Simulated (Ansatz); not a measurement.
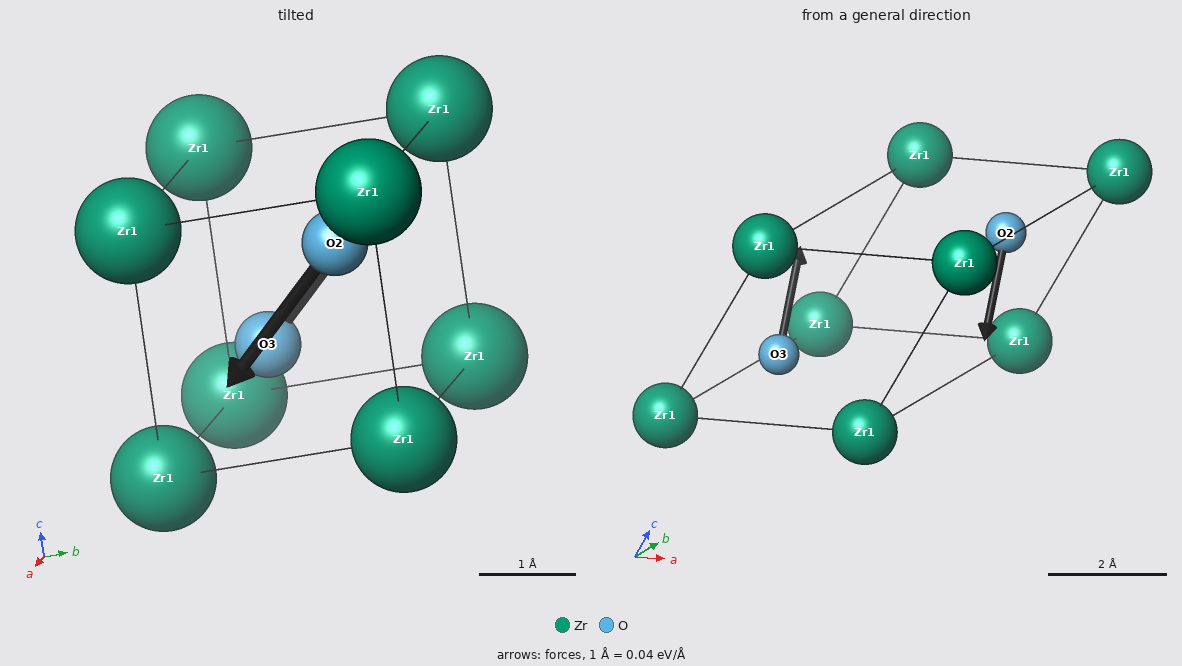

Spheres-only model, viewed slightly off an axis and from a general direction. The cell (the run's own, in a reduced setting) is drawn as a box. The arrows are the computed forces on the atoms.

System: ZrO2. The calculation used DFT r2SCAN, scalar-relativistic, plane waves, PAW in Ansatz, with an energy cutoff of 500 eV, k-points about 0.27 Å⁻¹ apart, Gaussian smearing of 0.05 eV, no spin polarisation.

Judging by the arrows, is the geometry relaxed?

Answer. No. The atoms still feel forces of up to about 0.067 eV/Å, above a usual threshold of 0.01 to 0.03 eV/Å.

Where does the largest force act?

Answer. O2 and O3, about 0.067 eV/Å.

The structure comes from a structure type known for this compound. The cell was then strained or its atoms displaced on purpose. It went into a calculation with Ansatz.
